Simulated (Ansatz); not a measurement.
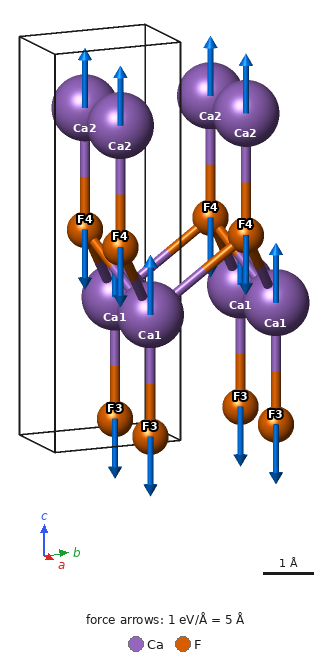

A changed version of a symmetric starting cell of CaF (made from another compound by putting F in place of Br), with the computed forces as blue arrows. Besides, all lengths are scaled by −3.9 % (volume −11.3 %). Style: ball-and-stick. Shown: the cell of the calculation, repeated 2 × 2 × 1 with one cell outlined, slightly off an axis.

Theory: DFT PBEsol, scalar-relativistic, plane waves, PAW (Ansatz 0.2.0). Settings: plane-wave cutoff 420 eV; k-point mesh 15 × 15 × 6; occupations gaussian; smearing width 0.1 eV; no spin polarisation.

**How do the forces relate to the distortion?**

The atoms keep their fractional coordinates. No relaxation follows. The starting cell wasn't computed here and needn't be at equilibrium, so pressure and forces aren't due to the change alone. Near-neighbour distances before and after: Ca–F 2.629 → 2.526 Å, Ca–F 2.582 → 2.481 Å. The space group stays P6_3mc (No. 186). The pressure is −1.2 GPa (not all of it need come from the change, since the unchanged cell can be under pressure at this level too). The principal stresses (compression positive) are −12.2 GPa along c and 4.3 GPa across it. The largest forces, 0.24 eV/Å, act on Ca1, Ca2, F3 and F4; on F3 it points along −c.
